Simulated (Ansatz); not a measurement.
# PtSe: 6 runs along one coordinate

System: PtSe (Fm-3m, 2 atoms in the cell).
Method: DFT PBEsol, scalar-relativistic, plane waves, PAW, spin-polarised (Ansatz 0.2.0).

The 6 runs differ only in the geometry, by an even scaling of the cell at fixed fractional positions. The structure was built on a prototype by a generator; it need not be a known phase.

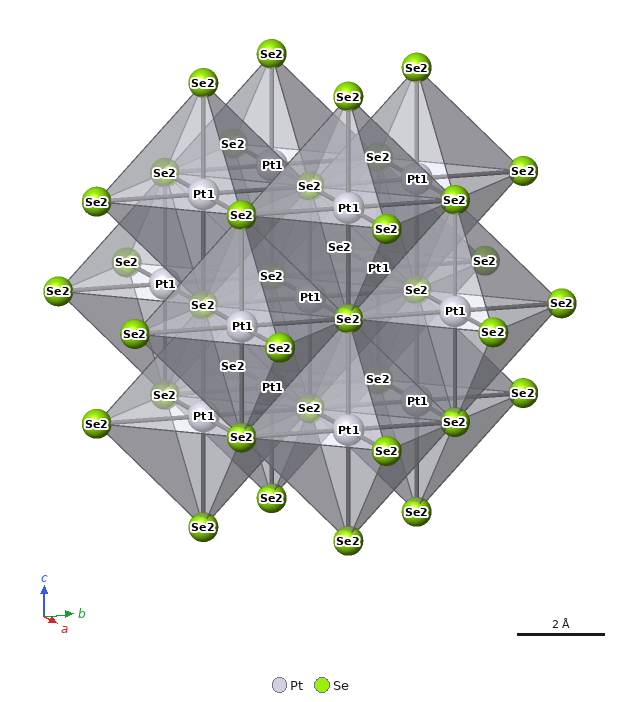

Figure 1. The structure of run 4 (polyhedral view of the cell 4 times as large as that of the calculation, set on its symmetry axes, seen slightly off an axis; polyhedra are completed across the faces of the cell; atoms are numbered from 1 in the order of the input).

## Input of run 4
```yaml
crystal:
  lattice:
    - [0.0, 2.6058892385, 2.6058892385]
    - [2.6058892385, 0.0, 2.6058892385]
    - [2.6058892385, 2.6058892385, 0.0]
  atoms:
    - { symbol: Pt, position: [0.5, 0.5, 0.5], spin: 0.05 }
    - { symbol: Se, position: [0.0, 0.0, 0.0] }
basis:
  ecutwfc: 420
  ecutrho_ratio: 4
kpoints:
  mp_grid: { grid: [10, 10, 10] }
hamiltonian:
  xc: pbesol
scf:
  occupations: { method: gaussian, width: 0.05 }
output:
  forces: true
  stress: true
  eigenvalues: true
  populations: true
magnetization:
  spin_polarized: true
```

Command:
```bash
ansatz run input.yaml --threads 4 --pin off --max-ram 4096MiB --backend cpu --events-out ev --progress --plain --runs-dir out
```

Lattice vectors (Å) and fractional positions of run 4:
```
   0.000000    2.605889    2.605889
   2.605889    0.000000    2.605889
   2.605889    2.605889    0.000000
Pt  0.500000  0.500000  0.500000
Se  0.000000  0.000000  0.000000
```

Run 5 differs from it as follows:
```diff
-    - [0.0, 2.6058892385, 2.6058892385]
-    - [2.6058892385, 0.0, 2.6058892385]
-    - [2.6058892385, 2.6058892385, 0.0]
+    - [0.0, 2.6231472861, 2.6231472861]
+    - [2.6231472861, 0.0, 2.6231472861]
+    - [2.6231472861, 2.6231472861, 0.0]
```

## Results, with one run withheld

| run | volume per atom (Å³) | free energy per atom, from the lowest run given (meV) | pressure (GPa) |
| --- | --- | --- | --- |
| 1 | 16.988 | 14.41 | 6.87 |
| 2 | 17.342 | 3.38 | 3.19 |
| 3 | 17.539 | 0.61 | 1.33 |
| 4 | 17.696 | 0.00 | −0.06 |
| 5 | 18.050 | ? | ? |
| 6 | 19.336 | 60.47 | −10.70 |

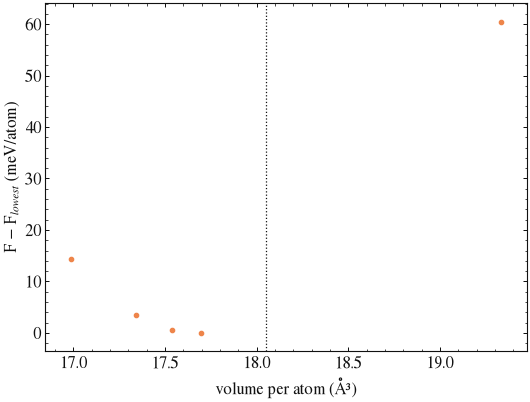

Figure 2. Free energy per atom of the runs given; the dotted line marks run 5.

Fit the runs given and predict run 5.

A cubic polynomial in V^(−2/3) (the Birch–Murnaghan form), fitted to the 5 runs given, misses them by under 0.01 meV per atom. With x = V^(−2/3) − 0.14696 Å⁻², it reads F = 0.096659 − 589.59 x + 8.6948e+05 x² + 4.0239e+06 x³ (meV per atom). At run 5 it gives 3.36 meV per atom, and the run itself gives 3.38. The slope of the fit gives a pressure −dF/dV of −2.92 GPa there, and the run prints −2.93 GPa. The fit has its minimum at 17.689 Å³ per atom, where V d²F/dV² gives 153 GPa: the bulk modulus at this level, since symmetry fixes the shape and the positions.

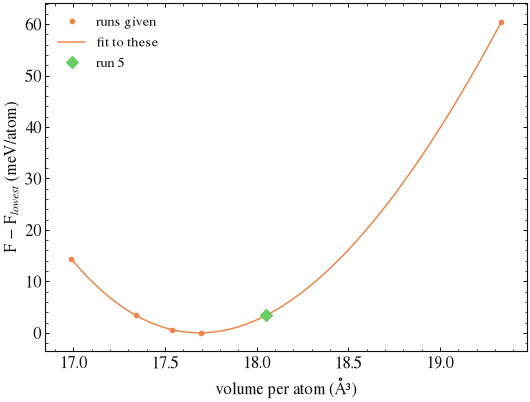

Figure 3. The fit and the withheld run.

## Output, shortened to warnings, some set-up lines, iterations and results (run 5)
```
WARN: the starting moments were not kept: the SCF closed with an absolute magnetisation of 7.8e-7 μB, where they sum to 0.05 μB in size (1 site). That is at most 0.1 of that sum. Measured as dr2_m measures the in/out step, that magnetisation stands 2.5e-13 eV from none, at or under the dr2_threshold of 1.0e-7 eV: it is no larger than a step whose dr2_m would equal this threshold. The system may …
Basis set: ecut = 420 eV, 725 PW (Γ), exchange–correlation on 50×50×50 points (8 copies of the dense FFT grid, shifted against one another)
Symmetry: 48 space group operations
k-points: 47 of 1000
Initial density: superposition of atomic densities (chi_scale 0.1, normalization cell)
[...]
SCF iter   1: F=—  HF=-17808.172840 eV  |F-HF|=—  |Δ(HF+E_count)|=         —  Δρ=2.51e-2 (↑2.51e-2 ↓2.35e-2)  dr2=5.79e-1  dr2_m=6.83e-4  M=0.004 μB ∫|m|=0.004 μB  β_m=0.30  …
SCF iter   2: F=—  HF=-17808.075206 eV  |F-HF|=—  |Δ(HF+E_count)|=   9.76e-2  Δρ=1.35e-2 (↑1.35e-2 ↓1.31e-2)  dr2=7.27e-2  dr2_m=3.64e-4  M=0.003 μB ∫|m|=0.003 μB  β_m=0.35  …
SCF iter   3: F=—  HF=-17808.083753 eV  |F-HF|=—  |Δ(HF+E_count)|=   8.55e-3  Δρ=8.21e-3 (↑8.21e-3 ↓8.19e-3)  dr2=2.87e-2  dr2_m=1.34e-4  M=0.002 μB ∫|m|=0.002 μB  β_m=0.67  …
SCF iter   4: F=—  HF=-17808.088311 eV  |F-HF|=—  |Δ(HF+E_count)|=   4.56e-3  Δρ=8.46e-4 (↑8.46e-4 ↓8.35e-4)  dr2=6.01e-4  dr2_m=2.57e-7  M=0.000 μB ∫|m|=0.000 μB  β_m=0.64  …
SCF iter   5: F=—  HF=-17808.088337 eV  |F-HF|=—  |Δ(HF+E_count)|=   2.60e-5  Δρ=3.29e-4 (↑3.21e-4 ↓3.29e-4)  dr2=7.44e-5  dr2_m=9.85e-8  M=-0.000 μB ∫|m|=0.000 μB  β_m=0.82  …
SCF iter   6: F=—  HF=-17808.088397 eV  |F-HF|=—  |Δ(HF+E_count)|=   5.97e-5  Δρ=5.85e-5 (↑5.79e-5 ↓5.85e-5)  dr2=4.46e-6  dr2_m=5.69e-10  M=-0.000 μB ∫|m|=0.000 μB  β_m=0.91 …
SCF iter   7: F=—  HF=-17808.088400 eV  |F-HF|=—  |Δ(HF+E_count)|=   3.13e-6  Δρ=2.01e-5 (↑2.01e-5 ↓2.01e-5)  dr2=6.97e-7  dr2_m=1.64e-11  M=-0.000 μB ∫|m|=0.000 μB  β_m=0.96 …
SCF iter   8: F=-17808.088400 eV  HF=-17808.088400 eV  |F-HF|=1.38e-8  |Δ(HF+E_count)|=   2.30e-7  Δρ=4.03e-6 (↑3.88e-6 ↓4.03e-6)  dr2=2.11e-8  dr2_m=3.75e-12  M=0.000 μB …
SCF 1 converged in 8 iterations: F = -17808.088400 eV  dr2 = 2.11e-8
WARN: the starting moments were not kept: the SCF closed with an absolute magnetisation of 7.8e-7 μB, where they sum to 0.05 μB in size (1 site). That is at most 0.1 of that sum. Measured as dr2_m measures the in/out step, that magnetisation stands 2.5e-13 eV from none, at or under the …
SCF converged after 8 iterations
Magnetization: 0.0000 μB (17.0000 up, 17.0000 down)
Absolute magnetization: 0.0000 μB (∫|ρ↑−ρ↓|, with the PAW one-centre terms)
Spin contamination: 0.0000 ħ² per cell (⟨S²⟩ above its minimum at these occupations)
Per-site moments (μB) at R_I (Å): [(6.355766265095239e-7, 1.08204825551625), (1.9473255003480168e-8, 1.08204825551625)]
Free energy (F): -17808.088400 eV
Harris-Foulkes:  -17808.088400 eV  (|F-HF|=1.38e-8)
Internal energy: -17808.086956 eV  (E = F + TS)
E sigma→0 (E₀):  -17808.087678 eV
Entropy (-TS):   -0.001444 eV (-0.722 meV/atom)
Fermi energy:    15.928850 eV
--- Per-component energies (eV) ---
  E_band       = -531.999077
  E_kinetic    = 757.643469
  E_local      = -3815.097206  (includes V_loc(G=0)·N_el)
  E_nonlocal   = -385.270002
  E_hartree    = 1694.584265
  E_xc         = -363.209351
  E_vxc        = -399.978657  (∫ρ·V_xc dr)
  E_paw        = -11187.203460  (= ΣΔE_a)
  E_vpaw       = -78.456316  (= ΣTr[D̂ρ^β])
[...]
```

Warnings of the run: some starting moments were not kept. Spin–orbit coupling is left out, which matters for Pt.
